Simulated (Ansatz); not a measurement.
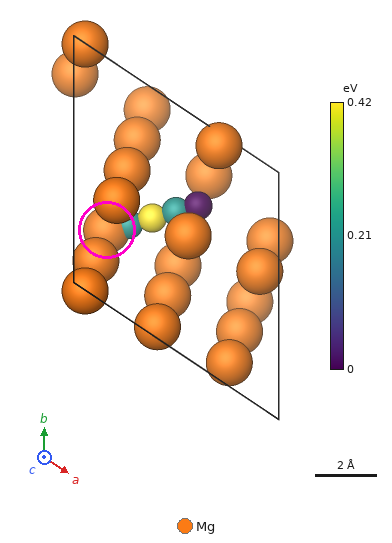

A search for the minimum-energy path of a defect cell of composition Mg with a Mg vacancy (19 atoms in the cell) by the nudged elastic band. Images are numbered from 0 (start) to 4 (end). The start is drawn whole; smaller spheres mark the moving atoms (Mg) in the later images, joined by lines and coloured by the energy of the image relative to the start. A spheres-only model of the reduced simulation cell (origin moved), seen along the c axis. The moving atom is ringed, with any periodic copies. Lengths and directions refer to the drawn axes.

Theory: DFT PBE, scalar-relativistic, plane waves, PAW in Ansatz 0.2.0.

Input file:
```yaml
crystal:
  lattice:
    - [4.5221932693, 2.2610966347, 6.783289904]
    - [4.5221932693, -2.2610966347, -6.783289904]
    - [-4.5221932693, 6.783289904, -2.2610966347]
  atoms:
    - { symbol: Mg, position: [0.6477875267, 0.9503194488, 0.1003100666] }
    - { symbol: Mg, position: [0.2496805512, 0.7499906178, 0.4974680779] }
    - { symbol: Mg, position: [0.1499906178, 0.4525225399, 0.1003100666] }
    - { symbol: Mg, position: [0.5985044208, 0.8000303925, 0.3985348133] }
    - { symbol: Mg, position: [0.4999564558, 0.5013919749, 0.0013484307] }
    - { symbol: Mg, position: [0.9522124733, 0.8496805512, 0.2996899334] }
    - { symbol: Mg, position: [0.2000303925, 0.6014955792, 0.8015259717] }
    - { symbol: Mg, position: [0.1000435442, 0.2986080251, 0.3986515693] }
    - { symbol: Mg, position: [0.55, 0.65, 0.7] }
    - { symbol: Mg, position: [0.0014955792, -3.03925e-05, 0.0014651867] }
    - { symbol: Mg, position: [0.4500093822, 0.3474774601, 0.2996899334] }
    - { symbol: Mg, position: [0.9013919749, 0.7000435442, 0.6014355191] }
    - { symbol: Mg, position: [0.8, 0.4, 0.2] }
    - { symbol: Mg, position: [0.05, 0.15, 0.7] }
    - { symbol: Mg, position: [0.3999696075, 0.1985044208, 0.5984740283] }
    - { symbol: Mg, position: [0.8525225399, 0.5522124733, 0.9025319221] }
    - { symbol: Mg, position: [0.7474774601, 0.2477875267, 0.4974680779] }
    - { symbol: Mg, position: [0.3503194488, 0.0500093822, 0.9025319221] }
    - { symbol: Mg, position: [0.6986080251, 0.0999564558, 0.7985644809] }
basis:
  ecutwfc: 420
kpoints:
  mp_grid: { grid: [4, 4, 4] }
hamiltonian:
  xc: pbe
scf:
  occupations: { method: gaussian, width: 0.1 }
output:
  forces: true
neb:
  images: 3
  f_tol: 0.05
  max_iterations: 60
  order_check: false
  final_atoms:
    - { symbol: Mg, position: [0.6500436509, 0.9486080754, 0.0986517263] }
    - { symbol: Mg, position: [0.2486080754, 0.7499563491, 0.4985644245] }
    - { symbol: Mg, position: [0.1485047934, 0.4500304357, 0.0985352291] }
    - { symbol: Mg, position: [0.6, 0.8, 0.4] }
    - { symbol: Mg, position: [0.5022121337, 0.4996804659, -0.0003099245] }
    - { symbol: Mg, position: [0.9499695643, 0.8485047934, 0.2984743578] }
    - { symbol: Mg, position: [0.1977878663, 0.6003195341, 0.8003099245] }
    - { symbol: Mg, position: [0.1, 0.3, 0.4] }
    - { symbol: Mg, position: [0.5514952066, 0.6499695643, 0.7014647709] }
    - { symbol: Mg, position: [9.6096e-06, -0.0025220581, -0.0003099245] }
    - { symbol: Mg, position: [0.4513919246, 0.3500436509, 0.3014355755] }
    - { symbol: Mg, position: [0.9003195341, 0.7000096096, 0.6025316678] }
    - { symbol: Mg, position: [0.7996804659, 0.3999903904, 0.1974683322] }
    - { symbol: Mg, position: [0.0499563491, 0.1513919246, 0.7013482737] }
    - { symbol: Mg, position: [0.4025220581, 0.2022121337, 0.6025316678] }
    - { symbol: Mg, position: [1.2974779419, 0.8977878663, 1.1974683322] }
    - { symbol: Mg, position: [0.7500304357, 0.2514952066, 0.5015256422] }
    - { symbol: Mg, position: [0.35, 0.05, 0.9] }
    - { symbol: Mg, position: [0.6999903904, 0.1025220581, 0.8003099245] }
  climbing: false
```

Run as
```bash
ansatz run input.yaml --threads 4 --pin off --max-ram 9216MiB --backend cpu --events-out ev --progress --plain --runs-dir out
```

What moves, how far, and at what cost in energy?

It is a vacancy jump: a nearby atom moves into the empty site and leaves its own site empty. A Mg atom travels furthest, 3.16 Å from end to end, roughly along [3 2 2], on a straight line. At the highest image its nearest neighbour (Mg) is 2.91 Å away, against 3.17 Å at the start, and the surrounding atoms stand up to 0.21 Å off the mean of their end positions. The barrier is about 0.42 eV in both directions, with image 2 at the top; the ends have the same energy. The band converged in 3 iterations. The largest component of the band force went from 0.61 to 0.021 eV/Å. No image climbed, so the highest image needn't lie on the saddle point, and the true maximum along this path can be higher.

Limits of the set-up: the periodic images lie only 8.5 Å apart, so the values are limited by the cell's size.

The run took 10 min on 4 threads of Arm Neoverse V1, on a shared host, peak memory 5 GiB.
